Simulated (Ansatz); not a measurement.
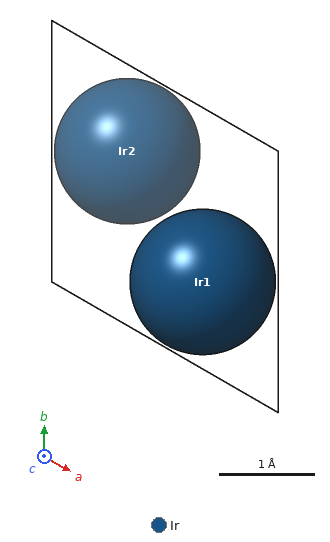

Figure 1. The starting structure (spheres-only view of the cell of the calculation, along the c axis; atoms are numbered from 1 in the order of the input). An atom can appear more than once, as a periodic image.

**Geometry relaxation, with input and output: Ir**

Ir (P6₃/mmc, 2 atoms in the cell), computed with DFT PBEsol, scalar-relativistic, plane waves, PAW, no spin polarisation (Ansatz 0.2.0).

The structure derives from a Materials Project entry. Figures and captions count atoms from 1; the log counts them from 0 in places.

## Log
```
Engine: ansatz 0.2.0, aarch64-unknown-linux-gnu
Pseudopotentials: kind: paw
Pseudopotential: Ir, paw, valence charge 17, recommended cutoff 420 eV (normal), Ir.paw.azcp
Functional definition: PBEsol
  exchange = pbesol_x
  correlation = pbesol_c
Crystal: 2 atoms, lattice volume = 29.254 Å³
Basis set: ecut = 420 eV, 573 PW (Γ), exchange–correlation on 40×40×60 points (8 copies of the dense FFT grid, shifted against one another)
Bands: 21, of which v1, the nominal top of the filled ones, is band 17 counted from 1 (16 counted from 0)
Symmetry: 24 space group operations
Space group: P63/mmc (ITA 194), of the structure as read, at distance tolerance 3.1e-5 Å
k-points: 57 of 576
Non-local potential: Ir, projectors of the file, l = 0: 3, l = 1: 2, l = 2: 2, l = 3: 1
PAW form: soft (Blöchl's): semilocal exchange-correlation on the pseudo side does not see the compensation charge
PAW frozen core: Ir, regenerated for the run's functional, and the local potential with it (the file was generated under x = pbe(κ = 0.804, μ = 0.2195149727645171), c = pbe(β = 0.06672455060314922))
PAW one-centre angular grid: Ir, 590 points (default); XC on 64 Gauss nodes
Initial density: superposition of atomic densities (neutral atoms: chi_scale 0, normalization atom), corrected by the library's trained network
Initial wavefunctions: pseudopotential atomic-orbital guess
Functional: x = pbesol(κ = 0.804, μ = 0.12345679012345678), c = pbesol(β = 0.046)
SCF iter   1: F=—  HF=-23597.920489 eV  |F-HF|=—  |Δ(HF+E_count)|=         —  Δρ=1.04e-2  dr2=1.74e-2  ethr=1.77e-3  ⟨swp⟩=4.5  Hψ=4595  notcnv=0
preconditioner: auto → none  [metal: Δε(μ)=0.021 eV  Ē_g=7.792 eV  σ=0.100 eV  W_gap=0.12  n_scr=8 (ndim 8)  ℏωp=29.1 eV  f_vac=0.000  D(μ)=1.74/eV (n_scr^D=22)  sad-step TF]
SCF iter   2: F=—  HF=-23597.919784 eV  |F-HF|=—  |Δ(HF+E_count)|=   7.05e-4  Δρ=5.89e-3  dr2=5.56e-3  ethr=5.11e-5  ⟨swp⟩=1.3  Hψ=1786  notcnv=0
SCF iter   3: F=—  HF=-23597.919211 eV  |F-HF|=—  |Δ(HF+E_count)|=   5.74e-4  Δρ=3.32e-4  dr2=1.68e-5  ethr=1.64e-5  ⟨swp⟩=2.0  Hψ=1663  notcnv=0
SCF iter   4: F=—  HF=-23597.919239 eV  |F-HF|=—  |Δ(HF+E_count)|=   2.86e-5  Δρ=6.00e-5  dr2=5.93e-7  ethr=4.93e-8  ⟨swp⟩=2.0  Hψ=1694  notcnv=0
iter 5 did not close the SCF: its close was put off for the readings that it lacked (scf_convergence_deferred on its scf_iter line)
SCF iter   5: F=-23597.919239 eV  HF=-23597.919239 eV  |F-HF|=9.16e-9  |Δ(HF+E_count)|=   1.12e-7  Δρ=8.86e-6  dr2=1.38e-8  ethr=1.74e-9  ⟨swp⟩=2.6  Hψ=2139  notcnv=0
SCF iter   6: F=-23597.919239 eV  HF=-23597.919239 eV  |F-HF|=9.09e-11  |Δ(HF+E_count)|=   4.92e-9  Δρ=1.85e-6  dr2=3.41e-10  ethr=4.07e-11  ⟨swp⟩=2.4  Hψ=4058  notcnv=0
SCF 1 converged in 6 iterations: F = -23597.919239 eV  dr2 = 3.41e-10
  greatest PAW one-centre occupation: 1.000 electrons in one spin orbital (limit 2), on the Ir atom at site 1 (counted from 0), in its partial waves of l = 0
relax step   1: F+E_penalty+E_count = -23597.91923916 eV  Δ(F+E_penalty+E_count) = +0.000e0 eV  max|allowed force component| = 7.401e-17 eV/Å  Δτ_max = 0.0000 Å  P = -12.925 GPa  Ω = 29.254 Å³  (6 SCF iters, dr2 threshold 1.00e-7 eV, accepted)
Crystal: 2 atoms, lattice volume = 25.999 Å³
Basis set: ecut = 420 eV, 537 PW (Γ), exchange–correlation on 40×40×60 points (8 copies of the dense FFT grid, shifted against one another)
Initial density: handed on by an earlier stage of this run
Initial wavefunctions: those handed on with the density
iter 1 solved again at ethr=8.24e-6 eV; its pass at ethr=3.10e-3 eV (dr2=2.80e-3 eV) is discarded
SCF iter   1: F=—  HF=-23597.724587 eV  |F-HF|=—  |Δ(HF+E_count)|=         —  Δρ=4.79e-3  dr2=2.78e-3  ethr=8.24e-6  ⟨swp⟩=2.4  Hψ=7176  notcnv=0
preconditioner: auto → none  [metal: Δε(μ)=0.034 eV  Ē_g=8.996 eV  σ=0.100 eV  W_gap=0.19  n_scr=8 (ndim 8)  ℏωp=30.9 eV  f_vac=0.000  D(μ)=1.38/eV (n_scr^D=10)]
SCF iter   2: F=—  HF=-23597.724931 eV  |F-HF|=—  |Δ(HF+E_count)|=   3.44e-4  Δρ=2.18e-3  dr2=3.73e-4  ethr=8.17e-6  ⟨swp⟩=2.1  Hψ=1686  notcnv=0
SCF iter   3: F=—  HF=-23597.725223 eV  |F-HF|=—  |Δ(HF+E_count)|=   2.91e-4  Δρ=3.34e-4  dr2=1.35e-5  ethr=1.10e-6  ⟨swp⟩=1.3  Hψ=1398  notcnv=0
SCF iter   4: F=—  HF=-23597.725245 eV  |F-HF|=—  |Δ(HF+E_count)|=   2.27e-5  Δρ=2.97e-5  dr2=7.12e-8  ethr=3.96e-8  ⟨swp⟩=2.0  Hψ=1737  notcnv=0
iter 5 did not close the SCF: its close was put off for the readings that it lacked (scf_convergence_deferred on its scf_iter line)
SCF iter   5: F=-23597.725245 eV  HF=-23597.725245 eV  |F-HF|=6.91e-11  |Δ(HF+E_count)|=   5.44e-8  Δρ=2.67e-6  dr2=7.70e-10  ethr=2.09e-10  ⟨swp⟩=2.4  Hψ=1993  notcnv=0
SCF iter   6: F=-23597.725245 eV  HF=-23597.725245 eV  |F-HF|=1.09e-11  |Δ(HF+E_count)|=  5.82e-11  Δρ=2.27e-7  dr2=5.80e-12  ethr=2.26e-12  ⟨swp⟩=1.0  Hψ=3102  notcnv=0
SCF 2 converged in 6 iterations: F = -23597.725245 eV  dr2 = 5.80e-12
relax step   2: F+E_penalty+E_count = -23597.72524548 eV  Δ(F+E_penalty+E_count) = +1.940e-1 eV  max|allowed force component| = 8.789e-17 eV/Å  Δτ_max = 0.0000 Å  P = +38.003 GPa  Ω = 25.999 Å³  energy of the carried Pulay correction = +1.317e-3 eV  (6 SCF iters, dr2 threshold 2.00e-7 eV, rejected (line search))
Crystal: 2 atoms, lattice volume = 28.353 Å³
Basis set: ecut = 420 eV, 549 PW (Γ), exchange–correlation on 40×40×60 points (8 copies of the dense FFT grid, shifted against one another)
iter 1 solved again at ethr=4.54e-6 eV; its pass at ethr=3.10e-3 eV (dr2=1.54e-3 eV) is discarded
SCF iter   1: F=—  HF=-23597.962688 eV  |F-HF|=—  |Δ(HF+E_count)|=         —  Δρ=3.43e-3  dr2=1.53e-3  ethr=4.54e-6  ⟨swp⟩=2.5  Hψ=7060  notcnv=0
preconditioner: auto → none  [metal: Δε(μ)=0.022 eV  Ē_g=8.085 eV  σ=0.100 eV  W_gap=0.12  n_scr=8 (ndim 8)  ℏωp=29.6 eV  f_vac=0.000  D(μ)=1.66/eV (n_scr^D=22)]
SCF iter   2: F=—  HF=-23597.963034 eV  |F-HF|=—  |Δ(HF+E_count)|=   3.45e-4  Δρ=1.61e-3  dr2=2.35e-4  ethr=4.49e-6  ⟨swp⟩=2.4  Hψ=1663  notcnv=0
SCF iter   3: F=—  HF=-23597.963215 eV  |F-HF|=—  |Δ(HF+E_count)|=   1.81e-4  Δρ=2.38e-4  dr2=1.10e-5  ethr=6.90e-7  ⟨swp⟩=1.4  Hψ=1479  notcnv=0
SCF iter   4: F=—  HF=-23597.963244 eV  |F-HF|=—  |Δ(HF+E_count)|=   2.91e-5  Δρ=2.54e-5  dr2=5.21e-8  ethr=3.25e-8  ⟨swp⟩=2.2  Hψ=1840  notcnv=0
SCF iter   5: F=—  HF=-23597.963242 eV  |F-HF|=—  |Δ(HF+E_count)|=   2.44e-6  Δρ=2.36e-6  dr2=8.00e-10  ethr=1.53e-10  ⟨swp⟩=2.4  Hψ=2032  notcnv=0
SCF iter   6: F=-23597.963242 eV  HF=-23597.963242 eV  |F-HF|=1.46e-11  |Δ(HF+E_count)|=  6.18e-11  Δρ=2.43e-7  dr2=5.57e-12  ethr=2.35e-12  ⟨swp⟩=2.0  Hψ=3875  notcnv=0
SCF 3 converged in 6 iterations: F = -23597.963242 eV  dr2 = 5.57e-12
relax step   3: F+E_penalty+E_count = -23597.96324173 eV  Δ(F+E_penalty+E_count) = -4.400e-2 eV  max|allowed force component| = 1.434e-16 eV/Å  Δτ_max = 0.0000 Å  P = -2.178 GPa  Ω = 28.353 Å³  energy of the carried Pulay correction = +3.496e-4 eV  (6 SCF iters, accepted)
Crystal: 2 atoms, lattice volume = 28.193 Å³
iter 1 solved again at ethr=2.30e-8 eV; its pass at ethr=3.10e-3 eV (dr2=7.83e-6 eV) is discarded
SCF iter   1: F=—  HF=-23597.964430 eV  |F-HF|=—  |Δ(HF+E_count)|=         —  Δρ=2.59e-4  dr2=1.03e-5  ethr=2.30e-8  ⟨swp⟩=3.0  Hψ=6812  notcnv=0
preconditioner: auto → none  [metal: Δε(μ)=0.024 eV  Ē_g=8.144 eV  σ=0.100 eV  W_gap=0.13  n_scr=8 (ndim 8)  ℏωp=29.7 eV  f_vac=0.000  D(μ)=1.62/eV (n_scr^D=22)]
SCF iter   2: F=—  HF=-23597.964449 eV  |F-HF|=—  |Δ(HF+E_count)|=   1.91e-5  Δρ=1.13e-4  dr2=1.14e-6  ethr=2.30e-8  ⟨swp⟩=2.0  Hψ=1693  notcnv=0
iter 3 did not close the SCF: its close was put off for the readings that it lacked (scf_convergence_deferred on its scf_iter line)
SCF iter   3: F=-23597.964449 eV  HF=-23597.964449 eV  |F-HF|=2.04e-8  |Δ(HF+E_count)|=   4.96e-7  Δρ=2.22e-5  dr2=5.07e-8  ethr=3.36e-9  ⟨swp⟩=1.0  Hψ=1197  notcnv=0
iter 4 did not close the SCF: its close was put off for the readings that it lacked (scf_convergence_deferred on its scf_iter line)
SCF iter   4: F=-23597.964449 eV  HF=-23597.964449 eV  |F-HF|=9.46e-11  |Δ(HF+E_count)|=   2.87e-8  Δρ=1.71e-6  dr2=2.12e-10  ethr=1.49e-10  ⟨swp⟩=2.1  Hψ=1671  notcnv=0
iter 5 did not close the SCF: its close was put off for the readings that it lacked (scf_convergence_deferred on its scf_iter line)
SCF iter   5: F=-23597.964449 eV  HF=-23597.964449 eV  |F-HF|=1.09e-11  |Δ(HF+E_count)|=  1.60e-10  Δρ=1.90e-7  dr2=4.12e-12  ethr=1.00e-12  ⟨swp⟩=2.4  Hψ=1995  notcnv=0
SCF iter   6: F=-23597.964449 eV  HF=-23597.964449 eV  |F-HF|=3.64e-12  |Δ(HF+E_count)|=  1.09e-11  Δρ=2.78e-8  dr2=7.87e-14  ethr=1.00e-12  ⟨swp⟩=1.0  Hψ=2622  notcnv=0
SCF 4 converged in 6 iterations: F = -23597.964449 eV  dr2 = 7.87e-14
relax step   4: F+E_penalty+E_count = -23597.96444937 eV  Δ(F+E_penalty+E_count) = -1.208e-3 eV  max|allowed force component| = 1.342e-16 eV/Å  Δτ_max = 0.0000 Å  P = -0.037 GPa  Ω = 28.193 Å³  energy of the carried Pulay correction = +4.129e-4 eV  (6 SCF iters, dr2 threshold 2.00e-7 eV, accepted)
Initial wavefunctions: pseudopotential atomic-orbital guess (no wavefunctions were taken with the density)
iter 1 solved again at ethr=3.66e-9 eV; its pass at ethr=3.10e-3 eV (dr2=1.24e-6 eV) is discarded
SCF iter   1: F=—  HF=-23597.963913 eV  |F-HF|=—  |Δ(HF+E_count)|=         —  Δρ=1.19e-4  dr2=6.62e-7  ethr=3.66e-9  ⟨swp⟩=4.2  Hψ=8772  notcnv=0
SCF iter   2: F=—  HF=-23597.963932 eV  |F-HF|=—  |Δ(HF+E_count)|=   1.97e-5  Δρ=5.46e-5  dr2=1.22e-7  ethr=1.95e-9  ⟨swp⟩=2.2  Hψ=2169  notcnv=0
SCF iter   3: F=—  HF=-23597.963932 eV  |F-HF|=—  |Δ(HF+E_count)|=   2.04e-9  Δρ=5.85e-6  dr2=2.31e-9  ethr=3.58e-10  ⟨swp⟩=2.9  Hψ=1882  notcnv=0
iter 4 did not close the SCF: its close was put off for the readings that it lacked (scf_convergence_deferred on its scf_iter line)
SCF iter   4: F=-23597.963932 eV  HF=-23597.963932 eV  |F-HF|=3.64e-11  |Δ(HF+E_count)|=  4.77e-10  Δρ=1.24e-6  dr2=9.15e-11  ethr=6.78e-12  ⟨swp⟩=2.0  Hψ=2171  notcnv=0
iter 5 did not close the SCF: its close was put off for the readings that it lacked (scf_convergence_deferred on its scf_iter line)
SCF iter   5: F=-23597.963932 eV  HF=-23597.963932 eV  |F-HF|=3.64e-12  |Δ(HF+E_count)|=  3.64e-11  Δρ=7.38e-8  dr2=4.18e-13  ethr=1.00e-12  ⟨swp⟩=1.0  Hψ=1197  notcnv=0
SCF iter   6: F=-23597.963932 eV  HF=-23597.963932 eV  |F-HF|=1.82e-11  |Δ(HF+E_count)|=  1.09e-11  Δρ=8.94e-9  dr2=8.30e-15  ethr=1.00e-12  ⟨swp⟩=1.0  Hψ=2622  notcnv=0
SCF 5 converged in 6 iterations: F = -23597.963932 eV  dr2 = 8.30e-15
relax step   5: F+E_penalty+E_count = -23597.96393230 eV  Δ(F+E_penalty+E_count) = +5.171e-4 eV  max|allowed force component| = 1.295e-16 eV/Å  Δτ_max = 0.0000 Å  P = -0.005 GPa  Ω = 28.193 Å³  stress off target by 1.24e-2 GPa  SCF on the basis re-selected at this cell (its energy is not comparable with the rows above)  (6 SCF iters)
```

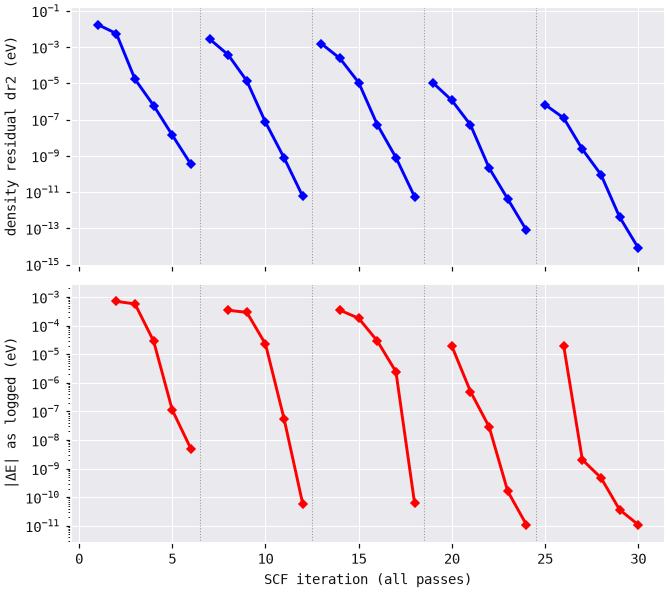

Figure 2. Convergence of the self-consistent field: density residual dr2 and size of the energy change against the SCF iteration. The dotted lines part the SCF passes of the relaxation: geometry steps, rejected trials and re-solves on a re-selected basis. The 5 passes take 6 iterations each, 30 in all.

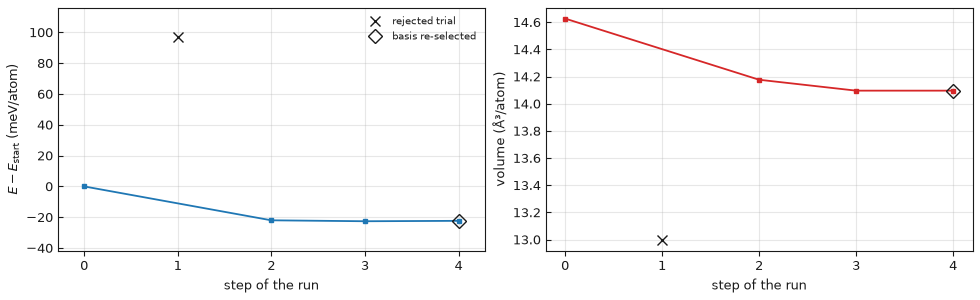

Figure 3. Progress of the relaxation, step by step (the first geometry is step 0 here and step 1 in the log).

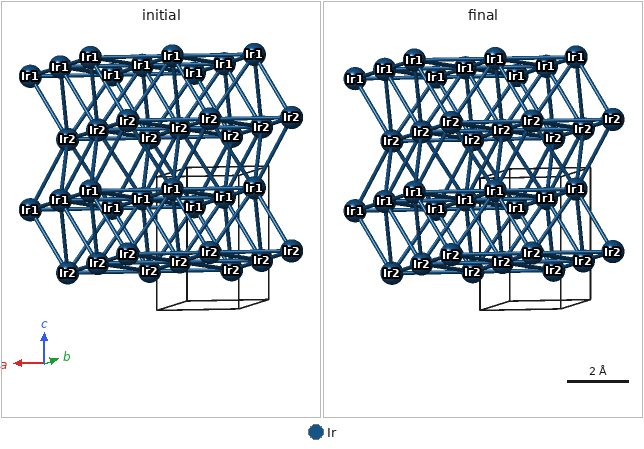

Figure 4. Before (left) and after (right) the relaxation, at one scale (ball-and-stick view of the cell of the calculation, repeated 3 × 3 × 2, seen at an oblique angle). After 3 geometry steps the energy has fallen by 22.6 meV per atom. All forces vanish by symmetry, so only the cell relaxes. Pressure: −12.92 GPa at the start and −0.01 GPa at the end. The line search rejected the trial step at point 1 (counted from 0) and went back. No atom moves by more than 0.005 Å relative to the cell. Cell: a = b 2.751 → 2.715 Å (−1.3 %), c 4.462 → 4.417 Å (−1.0 %). Volume −3.6 %. Distances before and after: Ir1–Ir1 2.751 → 2.715 Å, Ir1–Ir2 2.739 → 2.708 Å. The space group stays P6_3/mmc (No. 194). A last SCF at the same geometry on a re-selected plane-wave basis shifts the energy by +0.3 meV per atom. (Atoms are counted from 1 in the order of the input.)

```
basis re-selected at this cell: Δ(F+E_penalty+E_count) = +5.171e-4 eV, ΔP = +0.032 GPa vs the last step (what re-selecting the basis moved, of the pressure what is left beyond the Pulay correction that the steps carried, after the strain that the cell walked since its last selection, with what the two solves' SCF thresholds leave and, on support functions, any second-order correction that the steps lacked; it is no measure of the basis error at this ecutwfc). This SCF's stress stands 1.24e-2 GPa from its target on what of the cell is left free (relax.cell.stress_tol is 5.00e-1 GPa) and its largest allowed force component is 1.30e-16 eV/Å (relax.f_tol is 5.00e-2 eV/Å): within both
SCF converged after 6 iterations
Free energy (F): -23597.963932 eV
Harris-Foulkes:  -23597.963932 eV  (|F-HF|=1.82e-11)
Internal energy: -23597.955850 eV  (E = F + TS)
E sigma→0 (E₀):  -23597.959891 eV
Entropy (-TS):   -0.008083 eV (-4.041 meV/atom)
Fermi energy:    25.851201 eV
--- Per-component energies (eV) ---
  E_band       = -166.889047
  E_kinetic    = 1247.077157
  E_local      = -2125.159093  (includes V_loc(G=0)·N_el)
  E_nonlocal   = 151.637129
  E_hartree    = 814.160343
  E_xc         = -533.257101
  E_vxc        = -599.731895  (∫ρ·V_xc dr)
  E_paw        = -18177.476736  (= ΣΔE_a)
  E_vpaw       = -469.033132  (= ΣTr[D̂ρ^β])
  E_aug_tail   = 0.000103  (compensation charges beyond the density's cutoff)
  E_ewald      = -4975.468222
  E_core_change = 0.530570  (= ΣΔE_core)
  E_smearing   = -0.008083  (= −TS)
  E_closure    = 0.000000  (closes the sum)
  Σ components = -23597.963932   (vs F -23597.963932, Δ=0.00e0)
--- Forces (eV/Å), atoms counted from 1 ---
  atom   1  Ir     0.00000000    -0.00000000    -0.00000000
  atom   2  Ir     0.00000000     0.00000000     0.00000000
  max |Σ_I F_I| component: 9.25e-18 eV/Å
--- Stress (GPa, compression-positive) ---
       -0.012443       0.000000      -0.000000
       -0.000000      -0.012443      -0.000000
       -0.000000      -0.000000       0.009093
  P = ⅓ Tr σ = -0.0053 GPa (-0.053 kbar)
--- Band table (eV; the first three rows and the last of 57) ---
  k-point 0: bands = ["-67.1127", "-67.0444", "-24.3691", "-23.6763", "-23.6763", "-23.5609", "-23.5609", "-23.5588", "14.5501", "17.6071", "21.8651", "21.9944", "21.9944", "22.6554", "22.6554", "23.5167", "23.5167", "24.9658", "26.1832", "26.1832", "32.9417"]
  k-point 1: bands = ["-67.1028", "-67.0544", "-24.2547", "-23.6820", "-23.6595", "-23.6595", "-23.5779", "-23.5779", "15.2342", "17.5940", "21.5768", "21.8091", "21.8091", "22.3418", "22.3418", "23.0476", "24.2362", "24.2362", "26.1038", "26.1038", "35.8992"]
  k-point 2: bands = ["-67.0786", "-67.0786", "-23.9727", "-23.9727", "-23.6188", "-23.6188", "-23.6188", "-23.6188", "16.7964", "16.7964", "21.3898", "21.3898", "21.8829", "21.8829", "21.8829", "21.8829", "25.4274", "25.4274", "25.4274", "25.4274", "38.9865"]
  k-point 56: bands = ["-67.0291", "-67.0291", "-24.2056", "-24.2056", "-24.0422", "-24.0422", "-23.7121", "-23.7121", "19.5010", "19.5010", "20.3500", "20.3500", "21.6690", "21.6690", "23.4388", "23.4388", "26.2176", "26.2176", "33.0700", "33.0700", "33.7108"]
--- Relaxed structure (4 steps of the walk, 3 accepted, 1 SCFs on fresh bases) ---
  F+E_penalty+E_count = -23597.96393230 eV   max|allowed force component| = 1.295e-16 eV/Å   (the final SCF, on the basis selected at the relaxed cell)
  cell:  # Å, volume = 28.1929 Å³
    - [2.7146954485517947, 0.0, 0.0]
    - [-1.3573477242758973, 2.350995221983846, 0.0]
    - [0.0, 0.0, 4.417402965919509]
  atoms:
    - { symbol: Ir, position: [0.6666666666666666, 0.33333333333333326, 0.75] }
    - { symbol: Ir, position: [0.33333333333333326, 0.6666666666666665, 0.25] }
```

## Trajectory as extended XYZ (Å, eV, eV/Å), 5 frames, from step=1 to step=5
```
2
Lattice="2.7514 0.0000 0.0000 -1.3757 2.3828 0.0000 0.0000 0.0000 4.4623" Properties=species:S:1:pos:R:3:forces:R:3 step=1 energy=-23597.91924 pressure_GPa=-12.92
Ir    1.3757    0.7943    3.3467    0.0000   0.0000   0.0000
Ir    0.0000    1.5885    1.1156    0.0000   0.0000   0.0000
2
Lattice="2.6387 0.0000 0.0000 -1.3194 2.2852 0.0000 0.0000 0.0000 4.3116" Properties=species:S:1:pos:R:3:forces:R:3 step=2 energy=-23597.72525 pressure_GPa=38.00 accepted=F
Ir    1.3194    0.7617    3.2337    0.0000   0.0000   0.0000
Ir    0.0000    1.5235    1.0779    0.0000   0.0000   0.0000
2
Lattice="2.7208 0.0000 0.0000 -1.3604 2.3563 0.0000 0.0000 0.0000 4.4228" Properties=species:S:1:pos:R:3:forces:R:3 step=3 energy=-23597.96324 pressure_GPa=-2.18
Ir    1.3604    0.7854    3.3171    0.0000   0.0000   0.0000
Ir    0.0000    1.5708    1.1057    0.0000   0.0000   0.0000
2
Lattice="2.7147 0.0000 0.0000 -1.3573 2.3510 0.0000 0.0000 0.0000 4.4174" Properties=species:S:1:pos:R:3:forces:R:3 step=4 energy=-23597.96445 pressure_GPa=-0.04
Ir    1.3573    0.7837    3.3131    0.0000   0.0000   0.0000
Ir    0.0000    1.5673    1.1044    0.0000   0.0000   0.0000
2
Lattice="2.7147 0.0000 0.0000 -1.3573 2.3510 0.0000 0.0000 0.0000 4.4174" Properties=species:S:1:pos:R:3:forces:R:3 step=5 energy=-23597.96393 pressure_GPa=-0.01
Ir    1.3573    0.7837    3.3131    0.0000   0.0000   0.0000
Ir    0.0000    1.5673    1.1044    0.0000   0.0000   0.0000
```

This output came from the following input.

## The input
```yaml
crystal:
  lattice:
    - [2.7513778946, 0.0, 0.0]
    - [-1.3756889473, 2.3827631521, 0.0]
    - [0.0, 0.0, 4.46229]
  atoms:
    - { symbol: Ir, position: [0.66666667, 0.33333333, 0.75] }
    - { symbol: Ir, position: [0.33333333, 0.66666667, 0.25] }
basis:
  ecutwfc: 420
kpoints:
  mp_grid: { grid: [12, 12, 4] }
hamiltonian:
  xc: pbesol
scf:
  occupations: { method: gaussian, width: 0.1 }
output:
  forces: true
  stress: true
  eigenvalues: true
relax:
  adjacent_minimum: "off"
  f_tol: 0.05
  max_steps: 80
  cell: { stress_tol: 0.5 }
```

Command:
```bash
ansatz run input.yaml --threads 2 --pin off --max-ram 5120MiB --backend cpu --events-out ev --progress --plain --runs-dir out
```

## Summary

| quantity | value |
| --- | --- |
| outcome | converged |
| space group (tolerance 0.01 Å) | P6₃/mmc (194) |
| electrons treated | 34 |
| free energy | −23597.9639 eV |
| Fermi energy | 25.851 eV |
| gap on the k-point mesh | none (metallic) |
| pressure | −0.01 GPa |
| final volume | 28.19 Å³ |
| largest force (length of the vector) at the end | under 0.001 eV/Å |
| final cell | a = 2.715 Å, b = 2.715 Å, c = 4.417 Å, α = 90.00°, β = 90.00°, γ = 120.00° |
| hardware | 2 threads of Arm Neoverse V2, 128 GiB of memory available, shared host |
| wall time | 4.7 s (CPU time 8.7 s) |
| peak memory | 0.31 GiB |

## Remarks

Spin–orbit coupling is left out, which matters for Ir.
